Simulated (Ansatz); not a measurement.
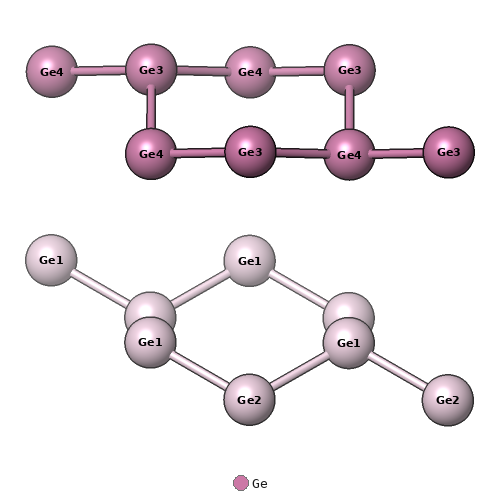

The system is a bilayer of two Ge sheets of the honeycomb type, the upper one turned by 180 degrees about the normal (4 atoms in the cell); the picture shows the structure at the first grid point; the lower layer is drawn fainter. The upper layer of a bilayer is slid over the lower one; relaxed at each slide: nothing; the origin of the map has Ge4 above Ge1; the distance between the facing planes is held at 4.35 Å. Places are given modulo a cell vector. The map is drawn in real space over the plane of the slide. The scan uses a 9 × 9 grid; 12 points were computed and 69 follow by symmetry. All energies are given in mJ/m² relative to the lowest grid point. At a held distance the lowest stacking need not be the one that binds best once the distance relaxes. Method: Ansatz, DFT PBE+D3(BJ), scalar-relativistic, plane waves, PAW. Settings: cutoff 420 eV, k-mesh 9×9×1, gaussian smearing 0.1 eV, no spin polarisation.

Its coordinates:

```yaml
crystal:
  lattice:
    - [4.02269, 0.00000, 0.00000]
    - [-2.01134, 3.48375, 0.00000]
    - [0.00000, 0.00000, 18.86852]
  atoms:
    - { symbol: Ge, position: [0.33333, 0.66667, 0.27476] }
    - { symbol: Ge, position: [0.66666, 0.33335, 0.23849] }
    - { symbol: Ge, position: [0.66666, 0.33335, 0.54156] }
    - { symbol: Ge, position: [0.33333, 0.66667, 0.50530] }
```

Range: slide of the upper layer along the first cell vector from 0.000 to 0.889; slide of the upper layer along the second cell vector from 0.000 to 0.889.

Predict the map.

The lowest grid point is at (0/9, 1/9) of the cell vectors. The same energy is found at (0/9, 8/9) of the cell vectors. The highest grid point, (3/9, 6/9) of the cell vectors, lies 2.97 mJ/m² above the lowest. Facing atoms of the upper layer at the lowest point: Ge above no special site; at the highest: Ge above Ge of a deeper plane.

```csv
"second ↓, first →",0/9,1/9,2/9,3/9,4/9,5/9,6/9,7/9,8/9
8/9,0.00,0.01,0.46,1.53,2.26,1.53,0.46,0.01,0.00
7/9,0.08,0.46,1.38,2.48,2.48,1.38,0.46,0.08,0.01
6/9,0.80,1.53,2.48,2.97,2.48,1.53,0.80,0.46,0.46
5/9,1.89,2.26,2.48,2.48,2.26,1.89,1.53,1.38,1.53
4/9,1.89,1.53,1.38,1.53,1.89,2.26,2.48,2.48,2.26
3/9,0.80,0.46,0.46,0.80,1.53,2.48,2.97,2.48,1.53
2/9,0.08,0.01,0.08,0.46,1.38,2.48,2.48,1.38,0.46
1/9,0.00,0.00,0.01,0.46,1.53,2.26,1.53,0.46,0.01
0/9,0.07,0.00,0.08,0.80,1.89,1.89,0.80,0.08,0.00
```

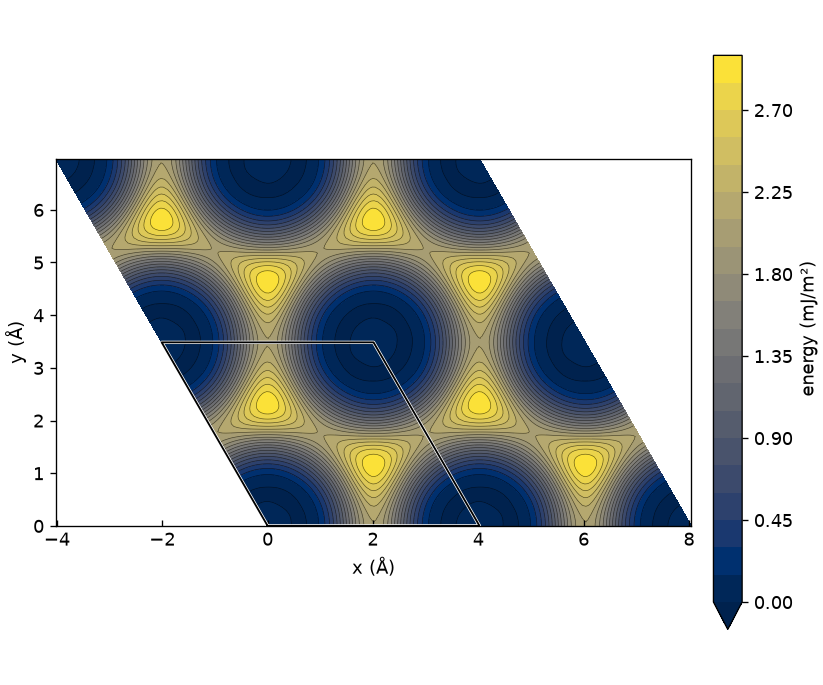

The picture shows filled contours, the outline of one cell of the 2 × 2 shown. Between grid points the surface is interpolated.

Time for the 12 points that were run: 3.4 min on 1 thread of Intel(R) Xeon(R) Platinum 8488C (Sapphire Rapids) (shared host).

PAW datasets: the set soft_1.
